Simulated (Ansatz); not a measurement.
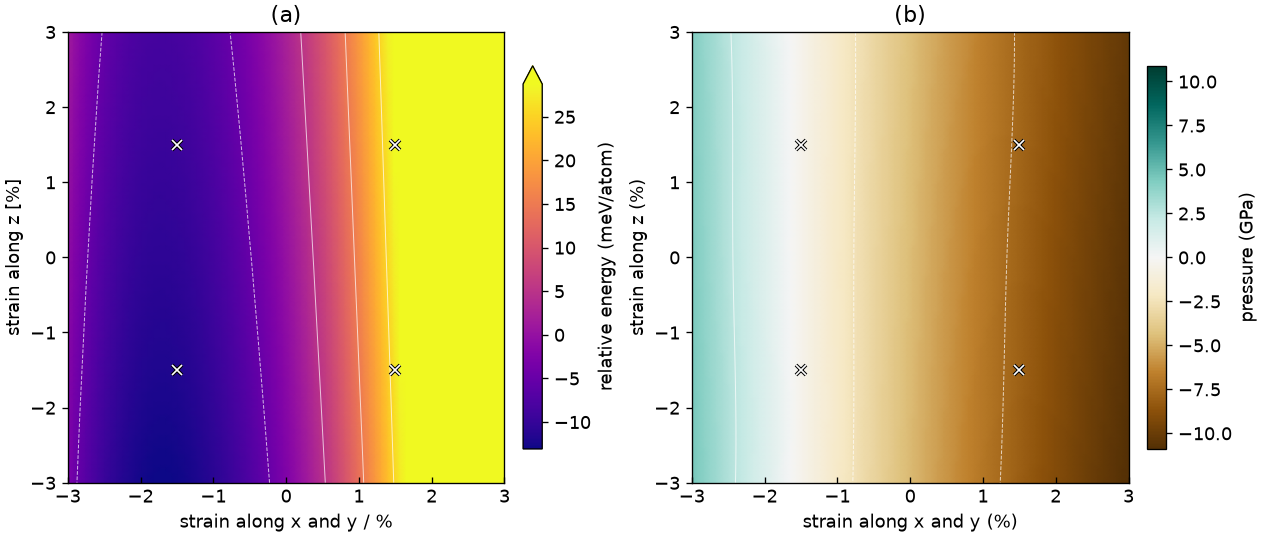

ZnO (P6_3/mmc, No. 194; 4 atoms in the cell). 
- The cell is strained homogeneously, by one strain along x and y and another along z, with fractional coordinates fixed (x along [1 0 0], z along [0 0 1] of the conventional cell).
- Coordinates scanned: (1) strain along x and y; (2) strain along z.
- The scan uses a 5 × 5 grid. At 4 points there is no value.
- Points are written as (first, second).
- Energies: meV/atom, counted from the unstrained cell.
- The reference cell is the one listed in the database, not relaxed at this level.
- These are results of DFT PBEsol, scalar-relativistic, plane waves, PAW in Ansatz, not measurements. Settings: cutoff 420 eV, k-mesh 9×9×4 in the order of the run's cell vectors, gaussian smearing 0.05 eV, no spin polarisation.

Panel (a) is the energy and panel (b) the computed pressure on the same grid.

Drawn: a smooth colour map with a few white contour lines, crosses at grid points without a value, one colour for all values above the top of the scale. Between grid points the surface is interpolated.

Question: How does the pressure vary over the map, and what is it at the lowest grid point?

Answer: It runs from −10.9 GPa at (3.0 %, −3.0 %) to 4.6 GPa at (−3.0 %, −3.0 %). At the lowest grid point, (−1.5 %, −3.0 %), it is −0.4 GPa. That point lies on the edge of the scan.
